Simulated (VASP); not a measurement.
C: geometry relaxation (part 1 of 2)

System: C (slab, 2 atoms in the cell).
Method: Kohn-Sham DFT of a periodic cell, LDA, VASP PAW LDA potentials, recommended, no spin polarisation (VASP 6.6.1).

The structure derives from an entry of the Crystallography Open Database.

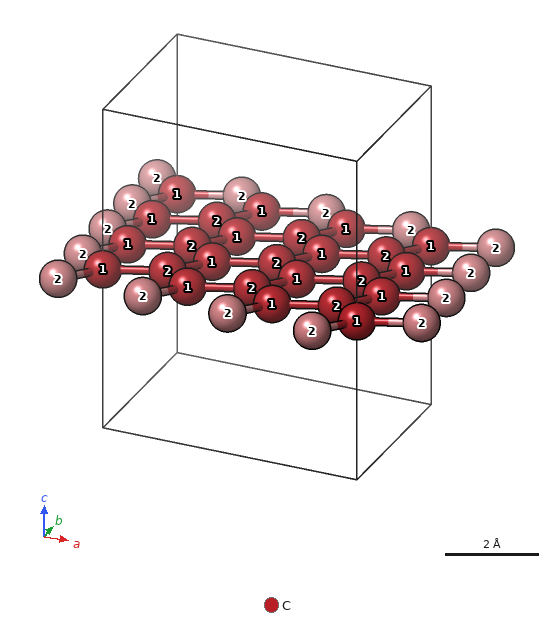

*The structure as given in the input (ball-and-stick view of the 3 × 3 repeat of the cell, with the vacuum cut short, seen slightly off an axis; neighbours outside the cell are drawn fainter; atoms are numbered from 1 in the order of the input).*

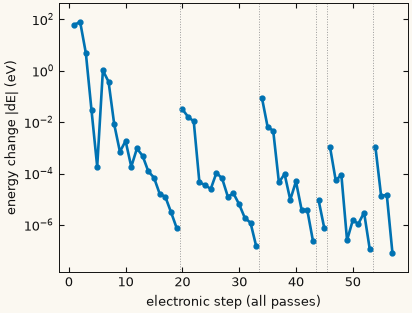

*Convergence of the self-consistent field: energy change |dE| against the electronic step. Each stretch between dotted lines is the SCF of one geometry step of a relaxation.*

The 6 ionic steps take 2 to 19 electronic steps each. The density is held fixed in the first few steps, and dE rises again when its update begins.

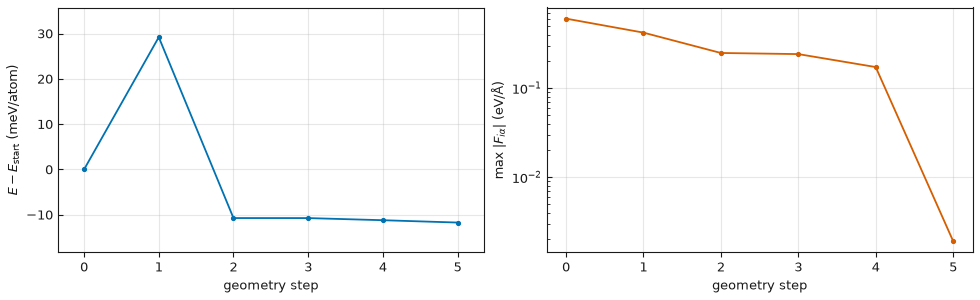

*Progress of the relaxation, step by step (steps are counted from 0).*

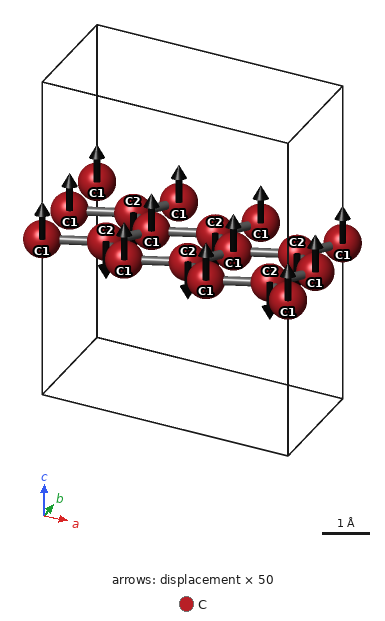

*The starting structure with the displacements (without the part carried along by the change of the cell) as black arrows, magnified 50 times (ball-and-stick view of the 3 × 2 repeat of the cell, with the vacuum cut short, seen slightly off an axis).*

The largest moves relative to the cell, 0.017 Å, are those of C1 and C2. In the plane the drawn cell goes a 7.410 → 7.338 Å (−1.0 %), b 4.940 → 4.892 Å (−1.0 %). Among the contacts that change: C1–C2 1.426 → 1.412 Å. The energy falls by 11.7 meV per atom in 5 geometry steps. Largest force component: 0.6 eV/Å at the start, 0.0019 eV/Å at the end. (Atoms are counted from 1 in the order of the input.)

The input and output of the run follow.

## INCAR
```
SYSTEM = C
ALGO     = Normal         ! electronic algorithm
EDIFF    = 1E-6           ! SCF threshold, eV
EDIFFG   = -0.01          ! ionic threshold
ENCUT    = 600            ! plane-wave cutoff, eV
GGA      = CA             ! functional
IBRION   = 2              ! ionic algorithm
ISIF     = 3              ! what is computed and relaxed
ISMEAR   = 0              ! smearing method
LASPH    = .True.         ! aspherical terms in the spheres
LATTICE_CONSTRAINTS= .TRUE. .TRUE. .FALSE.
LCHARG   = .False.        ! write CHGCAR
LREAL    = .False.        ! projectors in reciprocal space
LWAVE    = .False.        ! write WAVECAR
NELM     = 80             ! most SCF steps
NSW      = 90             ! ionic steps
PREC     = Accurate       ! precision mode
SIGMA    = 0.03           ! smearing width, eV
```

## KPOINTS
```
k-points
0
Gamma
  15 15 1
  0 0 0
```

## POSCAR
```
C
1.0
    2.4700000000      0.0000000000      0.0000000000
   -1.2350000000      2.1390827500      0.0000000000
    0.0000000000      0.0000000000     18.0339500000
C
2
Direct
    0.0000000000      0.0000000000      0.4990587200
    0.6666666700      0.3333333300      0.5009412800
```

Launch command:
```bash
cat potpaw_LDA.64/C/POTCAR > POTCAR
mpirun -np 1 vasp_std > vasp.out
```

## OSZICAR
```
N       E                     dE             d eps       ncg     rms          rms(c)
DAV:   1     0.624533195879E+02    0.62453E+02   -0.37045E+03   432   0.831E+02
DAV:   2    -0.166497779445E+02   -0.79103E+02   -0.66065E+02   664   0.139E+02
DAV:   3    -0.215427232944E+02   -0.48929E+01   -0.48927E+01   640   0.546E+01
DAV:   4    -0.215714665764E+02   -0.28743E-01   -0.28743E-01   672   0.474E+00
DAV:   5    -0.215716526524E+02   -0.18608E-03   -0.18608E-03   696   0.280E-01    0.640E+00
DAV:   6    -0.205408215441E+02    0.10308E+01   -0.10668E+00   552   0.730E+00    0.365E+00
DAV:   7    -0.201663409950E+02    0.37448E+00   -0.13032E+00   736   0.791E+00    0.932E-01
DAV:   8    -0.201581816301E+02    0.81594E-02   -0.17050E-02   616   0.121E+00    0.168E-01
DAV:   9    -0.201574735566E+02    0.70807E-03   -0.58521E-04   648   0.176E-01    0.109E-01
DAV:  10    -0.201556226673E+02    0.18509E-02   -0.50595E-03   600   0.356E-01    0.992E-02
DAV:  11    -0.201558071420E+02   -0.18447E-03   -0.10005E-04   576   0.656E-02    0.466E-02
DAV:  12    -0.201567555033E+02   -0.94836E-03   -0.25682E-04   496   0.100E-01    0.346E-02
DAV:  13    -0.201572421919E+02   -0.48669E-03   -0.10199E-04   576   0.498E-02    0.876E-03
DAV:  14    -0.201573642153E+02   -0.12202E-03   -0.25211E-05   592   0.291E-02    0.898E-03
DAV:  15    -0.201574335269E+02   -0.69312E-04   -0.84390E-06   576   0.129E-02    0.332E-03
DAV:  16    -0.201574499073E+02   -0.16380E-04   -0.12809E-06   512   0.741E-03    0.488E-03
DAV:  17    -0.201574622362E+02   -0.12329E-04   -0.21501E-07   552   0.300E-03    0.124E-03
DAV:  18    -0.201574653929E+02   -0.31568E-05   -0.47700E-08   528   0.934E-04    0.674E-04
DAV:  19    -0.201574661462E+02   -0.75327E-06   -0.11209E-08   520   0.660E-04
   1 F= -.20157466E+02 E0= -.20157316E+02  d E =-.201575E+02
       N       E                     dE             d eps       ncg     rms          rms(c)
DAV:   1    -0.201256823881E+02    0.31783E-01   -0.55945E+00   432   0.254E+01    0.112E+00
DAV:   2    -0.201095382620E+02    0.16144E-01   -0.39300E-02   608   0.212E+00    0.738E-01
DAV:   3    -0.200987404232E+02    0.10798E-01   -0.16663E-02   552   0.101E+00    0.820E-02
DAV:   4    -0.200987857397E+02   -0.45317E-04   -0.32678E-04   640   0.158E-01    0.429E-02
DAV:   5    -0.200988214712E+02   -0.35732E-04   -0.50150E-05   624   0.564E-02    0.128E-02
DAV:   6    -0.200988466863E+02   -0.25215E-04   -0.47557E-06   504   0.155E-02    0.684E-03
DAV:   7    -0.200989535184E+02   -0.10683E-03   -0.32026E-05   480   0.282E-02    0.530E-03
DAV:   8    -0.200990182078E+02   -0.64689E-04   -0.33725E-06   528   0.872E-03    0.233E-03
DAV:   9    -0.200990309281E+02   -0.12720E-04   -0.40303E-07   552   0.280E-03    0.182E-03
DAV:  10    -0.200990478078E+02   -0.16880E-04   -0.99581E-07   520   0.372E-03    0.381E-04
DAV:  11    -0.200990541577E+02   -0.63499E-05   -0.44804E-07   552   0.224E-03    0.196E-04
DAV:  12    -0.200990560267E+02   -0.18690E-05   -0.70888E-08   552   0.988E-04    0.146E-04
DAV:  13    -0.200990572472E+02   -0.12204E-05   -0.25904E-08   528   0.689E-04    0.119E-04
DAV:  14    -0.200990573961E+02   -0.14893E-06   -0.12590E-09   584   0.223E-04
   2 F= -.20099057E+02 E0= -.20098907E+02  d E =0.584088E-01
       N       E                     dE             d eps       ncg     rms          rms(c)
DAV:   1    -0.201899928134E+02   -0.90936E-01   -0.23055E+00   432   0.159E+01    0.727E-01
DAV:   2    -0.201832581741E+02    0.67346E-02   -0.17815E-02   608   0.138E+00    0.482E-01
DAV:   3    -0.201787151328E+02    0.45430E-02   -0.70825E-03   592   0.662E-01    0.857E-02
DAV:   4    -0.201787604537E+02   -0.45321E-04   -0.18234E-04   648   0.117E-01    0.299E-02
DAV:   5    -0.201788561976E+02   -0.95744E-04   -0.42752E-05   576   0.406E-02    0.104E-02
DAV:   6    -0.201788657018E+02   -0.95042E-05   -0.11817E-06   664   0.835E-03    0.556E-03
DAV:   7    -0.201789149837E+02   -0.49282E-04   -0.25856E-05   544   0.234E-02    0.263E-03
DAV:   8    -0.201789188659E+02   -0.38823E-05   -0.36215E-07   520   0.401E-03    0.155E-03
DAV:   9    -0.201789226228E+02   -0.37568E-05   -0.15475E-06   520   0.576E-03    0.129E-03
DAV:  10    -0.201789223869E+02    0.23586E-06   -0.27881E-07   536   0.246E-03
   3 F= -.20178922E+02 E0= -.20178772E+02  d E =-.214562E-01
       N       E                     dE             d eps       ncg     rms          rms(c)
DAV:   1    -0.201789315728E+02   -0.89500E-05   -0.25662E-04   624   0.168E-01    0.773E-03
DAV:   2    -0.201789308396E+02    0.73318E-06   -0.11810E-06   632   0.105E-02
   4 F= -.20178931E+02 E0= -.20178780E+02  d E =-.214647E-01
       N       E                     dE             d eps       ncg     rms          rms(c)
DAV:   1    -0.201800066548E+02   -0.10751E-02   -0.50129E-01   432   0.718E+00    0.150E-01
DAV:   2    -0.201799517111E+02    0.54944E-04   -0.16356E-03   552   0.414E-01    0.944E-02
DAV:   3    -0.201798641552E+02    0.87556E-04   -0.23521E-04   568   0.120E-01    0.143E-02
DAV:   4    -0.201798644093E+02   -0.25413E-06   -0.12010E-05   608   0.302E-02    0.508E-03
DAV:   5    -0.201798659011E+02   -0.14917E-05   -0.12581E-06   520   0.822E-03    0.119E-03
DAV:   6    -0.201798670274E+02   -0.11264E-05   -0.11564E-07   536   0.262E-03    0.643E-04
DAV:   7    -0.201798700541E+02   -0.30266E-05   -0.48036E-07   480   0.287E-03    0.506E-04
DAV:   8    -0.201798701672E+02   -0.11314E-06   -0.27710E-09   632   0.368E-04
   5 F= -.20179870E+02 E0= -.20179720E+02  d E =-.939328E-03
       N       E                     dE             d eps       ncg     rms          rms(c)
DAV:   1    -0.201809334714E+02   -0.10634E-02   -0.89207E-02   440   0.303E+00    0.640E-02
DAV:   2    -0.201809201049E+02    0.13367E-04   -0.27814E-04   624   0.167E-01    0.397E-02
DAV:   3    -0.201809052271E+02    0.14878E-04   -0.44176E-05   496   0.501E-02    0.547E-03
DAV:   4    -0.201809051490E+02    0.78065E-07   -0.22003E-06   632   0.128E-02
   6 F= -.20180905E+02 E0= -.20180755E+02  d E =-.197431E-02
```

## Parts of OUTCAR
```
SYSTEM = C
   EDIFF = 1E-6
   EDIFFG = -0.01
   ENCUT = 600
   GGA = CA
   IBRION = 2
   ISIF = 3
   ISMEAR = 0
   LASPH = .True.
   LREAL = .False.
   NELM = 80
   NSW = 90
   PREC = Accurate

 ion  position               nearest neighbor table
   1  0.000  0.000  0.499-   2 1.43   2 1.43   2 1.43
   2  0.667  0.333  0.501-   1 1.43   1 1.43   1 1.43

  LATTYP: Found a hexagonal cell.
 ALAT       =     2.4700000000
 C/A-ratio  =     7.3011943320

  Lattice vectors:

 A1 = (   2.4700000000,   0.0000000000,   0.0000000000)
 A2 = (  -1.2350000000,   2.1390827500,   0.0000000000)
 A3 = (   0.0000000000,   0.0000000000,  18.0339500000)

Analysis of symmetry for initial positions (statically):
=====================================================================
 Subroutine PRICEL returns:
 Original cell was already a primitive cell.

 Routine SETGRP: Setting up the symmetry group for a
 hexagonal supercell.

 Subroutine GETGRP returns: Found 12 space group operations
 (whereof  6 operations were pure point group operations)
 out of a pool of 24 trial point group operations.

The static configuration has the point symmetry C_3v.
 The point group associated with its full space group is D_3d.

Analysis of symmetry for dynamics (positions and initial velocities):
=====================================================================
 Subroutine PRICEL returns:
 Original cell was already a primitive cell.

 Routine SETGRP: Setting up the symmetry group for a
 hexagonal supercell.

 Subroutine GETGRP returns: Found 12 space group operations
 (whereof  6 operations were pure point group operations)
 out of a pool of 24 trial point group operations.

The dynamic configuration has the point symmetry C_3v.
 The point group associated with its full space group is D_3d.

 Subroutine INISYM returns: Found 12 space group operations
 (whereof  6 operations are pure point group operations),
 and found     1 'primitive' translations

----------------------------------------------------------------------------------------

                                     Primitive cell

  volume of cell :      95.2830

  direct lattice vectors                    reciprocal lattice vectors
     2.470000000  0.000000000  0.000000000     0.404858300  0.233745048  0.000000000
    -1.235000000  2.139082750  0.000000000     0.000000000  0.467490096  0.000000000
     0.000000000  0.000000000 18.033950000     0.000000000  0.000000000  0.055450969

  length of vectors
     2.470000000  2.470000002 18.033950000     0.467490096  0.467490096  0.055450969

  position of ions in fractional coordinates (direct lattice)
     0.000000000  0.000000000  0.499058720
     0.666666670  0.333333330  0.500941280

  ion indices of the primitive-cell ions
   primitive index   ion index
                 1           1
                 2           2

----------------------------------------------------------------------------------------

 KPOINTS: k-points

Automatic generation of k-mesh.
 Grid dimensions read from file:
 generate k-points for:   15   15    1

 Generating k-lattice:

  Cartesian coordinates                     Fractional coordinates (reciprocal lattice)
     0.026990553  0.015583003  0.000000000     0.066666667  0.000000000  0.000000000
     0.000000000  0.031166006  0.000000000     0.000000000  0.066666667  0.000000000
     0.000000000  0.000000000  0.055450969     0.000000000  0.000000000  1.000000000

  Length of vectors
     0.031166006  0.031166006  0.055450969

  Shift w.r.t. Gamma in fractional coordinates (k-lattice)
     0.000000000  0.000000000  0.000000000

 Subroutine IBZKPT returns following result:
 ===========================================

 Found     27 irreducible k-points:

 Following reciprocal coordinates:
            Coordinates               Weight
  0.000000  0.000000  0.000000      1.000000
  0.066667  0.000000  0.000000      6.000000
  0.133333  0.000000  0.000000      6.000000
  0.200000 -0.000000  0.000000      6.000000
  0.266667  0.000000  0.000000      6.000000
  0.333333 -0.000000  0.000000      6.000000
  0.400000  0.000000  0.000000      6.000000
  0.466667  0.000000  0.000000      6.000000
  0.066667  0.066667  0.000000      6.000000
  0.133333  0.066667  0.000000     12.000000
  0.200000  0.066667  0.000000     12.000000
  0.266667  0.066667  0.000000     12.000000
  0.333333  0.066667  0.000000     12.000000
  0.400000  0.066667  0.000000     12.000000
  0.466667  0.066667  0.000000      6.000000
  0.133333  0.133333  0.000000      6.000000
  0.200000  0.133333  0.000000     12.000000
  0.266667  0.133333  0.000000     12.000000
  0.333333  0.133333  0.000000     12.000000
  0.400000  0.133333  0.000000     12.000000
  0.200000  0.200000  0.000000      6.000000
  0.266667  0.200000  0.000000     12.000000
  0.333333  0.200000  0.000000     12.000000
  0.400000  0.200000  0.000000      6.000000
 [... further k-points ...]
   k-points           NKPTS =     27   k-points in BZ     NKDIM =     27   number of bands    NBANDS=      8
   number of dos      NEDOS =    301   number of ions     NIONS =      2
   total plane-waves  NPLWV =  57600
   dimension x,y,z NGX =    20 NGY =   20 NGZ =  144
   dimension x,y,z NGXF=    40 NGYF=   40 NGZF=  288
   ions per type =               2
   NGX,Y,Z   is equivalent  to a cutoff of  13.46, 13.46, 13.27 a.u.
   NGXF,Y,Z  is equivalent  to a cutoff of  26.92, 26.92, 26.55 a.u.
 SYSTEM =  C
   PREC   = accura    normal or accurate (medium, high low for compatibility)
   ISTART =      0    job   : 0-new  1-cont  2-samecut
   ICHARG =      2    charge: 1-file 2-atom 10-const
   ISPIN  =      1    spin polarized calculation?
   LNONCOLLINEAR =      F non collinear calculations
   LSORBIT =      F    spin-orbit coupling
   LASPH  =      T    aspherical Exc in radial PAW
   ENCUT  =  600.0 eV  44.10 Ry    6.64 a.u.   4.93  4.93 36.02*2*pi/ulx,y,z
   NELM   =     80;   NELMIN=  2; NELMDL= -5     # of ELM steps
   EDIFF  = 0.1E-05   stopping-criterion for ELM
   LREAL  =      F    real-space projection
   EDIFFG = -.1E-01   stopping-criterion for IOM
   NSW    =     90    number of steps for IOM
   IBRION =      2    ionic relax: 0-MD 1-quasi-New 2-CG
   NFREE  =      1    steps in history (QN), initial steepest desc. (CG)
   ISIF   =      3    stress and relaxation
   ISYM   =      2    0-nonsym 1-usesym 2-fastsym
   POTIM  = 0.5000    time-step for ionic-motion
   TEBEG  =    0.0;   TEEND  =   0.0 temperature during run
   PSTRESS=    0.0 pullay stress
   NELECT =       8.0000    total number of electrons
   NUPDOWN=      -1.0000    fix difference up-down
   EMIN   =  10.00;   EMAX   =-10.00  energy-range for DOS
   EFERMI =   0.00;   METHOD = LEGACY
   ISMEAR =     0;   SIGMA  =   0.03  broadening in eV -4-tet -1-fermi 0-gaus
   EFERMI_NEDOS =   21; number of points for ismear=-14 and -15
   IALGO  =     38    algorithm
   IMIX   =      4    mixing-type and parameters
     AMIX     =   0.40;   BMIX     =  1.00
     AMIX_MAG =   1.60;   BMIX_MAG =  1.00
  volume/ion in A,a.u.               =      47.64       321.50
  Fermi-wavevector in a.u.,A,eV,Ry     =   0.716858  1.354665  6.991832  0.513885
  Thomas-Fermi vector in A             =   1.805387
   LORBIT       =      0    0 simple, 1 ext, 2 COOP (PROOUT), +10 PAW based schemes
   GGA     = CA    functional components
   LHFCALC =     F    Hartree Fock is set to
   AEXX    =    0.0000 exact exchange contribution
   IVDW    =     0    specifies the selected vdW correction
   LEPSILON=     F    determine dielectric tensor
   LRPA    =     F    only Hartree local field effects (RPA)
 conjugate gradient relaxation of ions
 non-spin polarized calculation
 Gauss-broadening in eV      SIGMA  =   0.03
  energy-cutoff  :      600.00
  volume of cell :       95.28
 maximum number of plane-waves:      3237
 NGX is ok and might be reduce to    20
   NGX =  9   NGY =  9   NGZ = 73

--------------------------------------- Ionic step        1  -------------------------------------------

 number of electron       8.0000000 magnetization

 Free energy of the ion-electron system (eV)
  ---------------------------------------------------
  ext. energy  EPLUGINS =         0.00000000
  ---------------------------------------------------
  free energy    TOTEN  =       -20.15746615 eV

  energy without entropy =      -20.15716525  energy(sigma->0) =      -20.15731570
```
